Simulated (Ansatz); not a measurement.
# Energy of AlN along an even scaling of the cell

System: AlN (F-43m, 2 atoms in the cell).
Method: Kohn-Sham DFT of a periodic cell, PBEsol with D4, Ansatz PAW, no spin polarisation (Ansatz 0.2.0).

The 6 runs differ only in the geometry, by an even scaling of the cell at fixed fractional positions. The structure derives from a Materials Project entry.

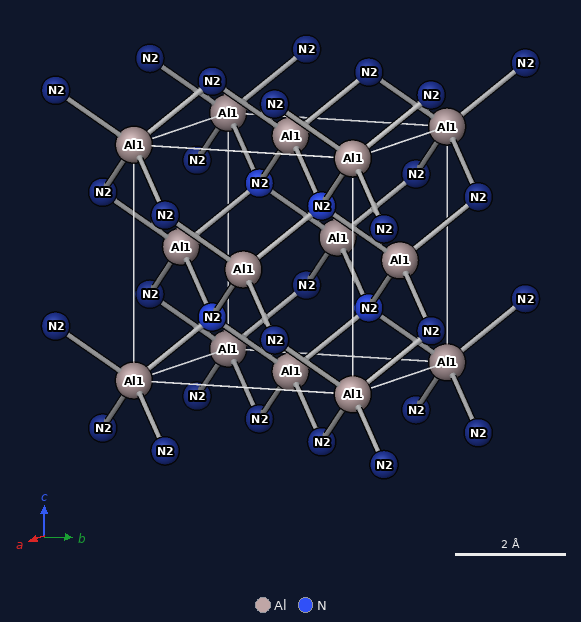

Figure 1. The structure of run 4 (ball-and-stick view of the cell 4 times as large as that of the calculation, set on its symmetry axes, seen slightly off an axis; neighbours outside the cell are drawn fainter; atoms are numbered from 1 in the order of the input).

**Input of run 4**
```yaml
crystal:
  lattice:
    - [0.0, 2.1839935596, 2.1839935596]
    - [2.1839935596, 0.0, 2.1839935596]
    - [2.1839935596, 2.1839935596, 0.0]
  atoms:
    - { symbol: Al, position: [0.0, 0.0, 0.0] }
    - { symbol: "N", position: [0.25, 0.25, 0.25] }
hamiltonian:
  xc: pbesol
  pseudopotentials: { kind: paw }
  dispersion: d4
kpoints:
  mp_grid: { grid: [10, 10, 10] }
scf:
  occupations: { method: fermi_dirac, width: 0.05 }
output:
  forces: true
  stress: true
  eigenvalues: true
```

Command:
```bash
ansatz run input.yaml --threads 2 --pin off --max-ram 5120MiB --backend cpu --events-out ev --progress --plain --runs-dir out
```

Lattice vectors (Å) and fractional positions of run 4:
```
   0.000000    2.183994    2.183994
   2.183994    0.000000    2.183994
   2.183994    2.183994    0.000000
Al  0.000000  0.000000  0.000000
N   0.250000  0.250000  0.250000
```

Run 2 differs from it as follows:
```diff
-    - [0.0, 2.1839935596, 2.1839935596]
-    - [2.1839935596, 0.0, 2.1839935596]
-    - [2.1839935596, 2.1839935596, 0.0]
+    - [0.0, 2.1544765148, 2.1544765148]
+    - [2.1544765148, 0.0, 2.1544765148]
+    - [2.1544765148, 2.1544765148, 0.0]
```

**Results, with one run withheld**

```tsv
run	volume per atom (Å³)	free energy per atom, from the lowest run given (meV)	pressure (GPa)	gap on the mesh (eV)
1	9.792	20.90	12.69	3.22
2	10.001	?	?	?
3	10.209	1.00	2.93	3.21
4	10.417	0.00	−1.27	3.20
5	10.626	4.16	−5.08	3.19
6	11.042	26.26	−11.67	3.16
```

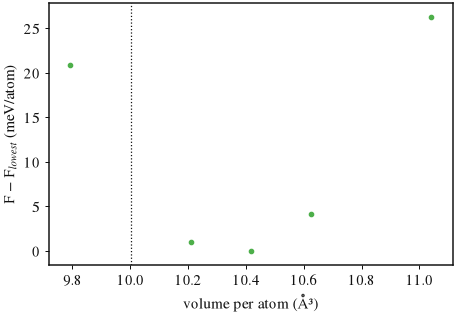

Figure 2. Free energy per atom of the runs given; the dotted line marks run 2.

Estimate the energy of run 2 from the others.

A cubic polynomial in V^(−2/3) (the Birch–Murnaghan form), fitted to the 5 runs given, misses them by at most 0.02 meV per atom. With x = V^(−2/3) − 0.20984 Å⁻², it reads F = −0.11878 − 465.86 x + 3.3658e+05 x² − 1.591e+05 x³ (meV per atom). At run 2 it gives 7.76 meV per atom, and the run itself gives 7.82. The slope of the fit gives a pressure −dF/dV of 7.55 GPa there, and the run prints 7.57 GPa. The fit has its minimum at 10.352 Å³ per atom, where V d²F/dV² gives 205 GPa: the bulk modulus at this level, since symmetry fixes the shape and the positions. The gap on the mesh goes, without turning, from 3.22 eV in run 1 to 3.16 eV in run 6; run 2 has 3.21 eV. These are gaps of this functional on this mesh, which can miss the band edges; they aren't the measured gap.

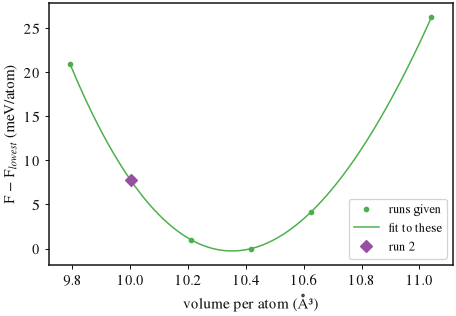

Figure 3. The fit and the withheld run.

**Output, shortened to warnings, some set-up lines, iterations and results (run 2)**
```
Basis set: ecut = 420 eV, 387 PW (Γ), exchange–correlation on 48×48×48 points (8 copies of the dense FFT grid, shifted against one another)
Symmetry: 24 space group operations
k-points: 47 of 1000 (time reversal used)
Initial density: superposition of atomic densities (neutral atoms: chi_scale 0, normalization atom), corrected by the library's trained network
[...]
SCF iter   1: F=—  HF=-906.252347 eV  |F-HF|=—  |Δ(HF+E_count)|=         —  Δρ=1.01e-2  dr2=2.15e-2  ethr=1.77e-3  ⟨swp⟩=4.6  Hψ=2742  notcnv=0
SCF iter   2: F=—  HF=-906.246751 eV  |F-HF|=—  |Δ(HF+E_count)|=   5.60e-3  Δρ=4.03e-3  dr2=2.41e-3  ethr=2.69e-4  ⟨swp⟩=2.6  Hψ=1022  notcnv=0
SCF iter   3: F=—  HF=-906.245993 eV  |F-HF|=—  |Δ(HF+E_count)|=   7.58e-4  Δρ=6.38e-4  dr2=3.82e-5  ethr=3.01e-5  ⟨swp⟩=2.5  Hψ=580  notcnv=0
SCF iter   4: F=—  HF=-906.246021 eV  |F-HF|=—  |Δ(HF+E_count)|=   2.79e-5  Δρ=5.72e-5  dr2=2.17e-7  ethr=4.77e-7  ⟨swp⟩=1.5  Hψ=426  notcnv=0
SCF iter   5: F=-906.246021 eV  HF=-906.246021 eV  |F-HF|=1.66e-10  |Δ(HF+E_count)|=   1.13e-7  Δρ=5.83e-6  dr2=3.05e-9  ethr=2.72e-9  ⟨swp⟩=2.3  Hψ=553  notcnv=0
SCF iter   6: F=-906.246021 eV  HF=-906.246021 eV  |F-HF|=2.11e-11  |Δ(HF+E_count)|=  5.51e-10  Δρ=5.25e-7  dr2=3.81e-11  ethr=3.81e-11  ⟨swp⟩=1.5  Hψ=1139  notcnv=0
SCF 1 converged in 6 iterations: F = -906.246021 eV  dr2 = 3.81e-11
SCF converged after 6 iterations
Free energy (F): -906.246021 eV
Harris-Foulkes:  -906.246021 eV  (|F-HF|=2.11e-11)
Internal energy: -906.246021 eV  (E = F + TS)
E sigma→0 (E₀):  -906.246021 eV
Fermi energy:    8.962769 eV
--- Per-component energies (eV) ---
  E_band       = 17.412332
  E_kinetic    = 160.681162
  E_local      = -217.934888  (includes V_loc(G=0)·N_el)
  E_nonlocal   = 56.170734
  E_hartree    = 75.149332
  E_xc         = -101.242585
  E_vxc        = -108.155177  (∫ρ·V_xc dr)
  E_paw        = -578.087250  (= ΣΔE_a)
  E_vpaw       = -23.648171  (= ΣTr[D̂ρ^β])
  E_aug_tail   = 0.000094  (compensation charges beyond the density's cutoff)
  E_ewald      = -300.667122
  E_disp       = -0.362736  (pairwise vdW)
  E_core_change = 0.047238  (= ΣΔE_core)
  E_smearing   = -0.000000  (= −TS)
  E_closure    = 0.000000  (closes the sum)
  Σ components = -906.246021   (vs F -906.246021, Δ=0.00e0)
--- Forces (eV/Å), atoms counted from 1 ---
  atom   1  Al     0.00000000    -0.00000000    -0.00000000
  atom   2  N     -0.00000000     0.00000000     0.00000000
  max |Σ_I F_I| component: 1.94e-16 eV/Å
--- Stress (GPa, compression-positive) ---
        7.569193       0.000000      -0.000000
        0.000000       7.569193       0.000000
       -0.000000       0.000000       7.569193
  P = ⅓ Tr σ = 7.5692 GPa (75.692 kbar)
```
